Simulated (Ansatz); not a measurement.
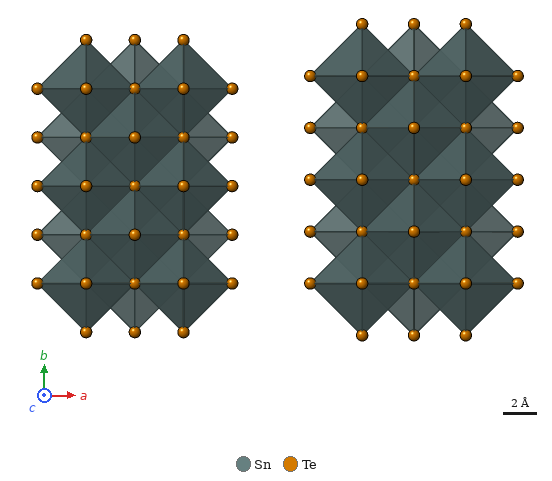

Two geometries of solid SnTe (built on the rocksalt type), drawn at one scale. One is the start of a relaxation, the other its converged end. The picture is a polyhedral view of the conventional cell (4 times the calculation's cell), repeated 1 × 2 × 1 with one cell outlined, seen along the c axis. Lengths and directions refer to the drawn axes.

The calculation used DFT, PBEsol, plane waves, PAW (Ansatz). Settings: plane-wave cutoff 420 eV; k-point mesh 6 × 6 × 6; occupations fermi dirac; smearing width 0.03 eV; no spin polarisation; cell and atoms relaxed; force threshold 0.01 eV/Å; at most 120 steps.

### Which one is relaxed?

The right one is the relaxed one. After 3 accepted moves (4 points after the start) the energy has fallen by 195 meV per atom. All forces vanish by symmetry, so only the cell relaxes. Pressure: 13.11 GPa at the start and 0.03 GPa at the end. The SCF was repeated once at an unchanged geometry on a basis and grid sized afresh for the cell, which shifted the energy by 1.1 meV per atom at most. No atom moves by more than 0.005 Å relative to the cell. Cell: a = b = c 5.901 → 6.285 Å (+6.5 %). Volume +20.8 %. Near-neighbour distances that change, for instance: Sn–Te 2.950 → 3.142 Å. The space group stays Fm-3m (No. 225). Cost: 3.2 s on 2 threads of Arm Neoverse V1, with other jobs on the host, peak memory 0.33 GiB.
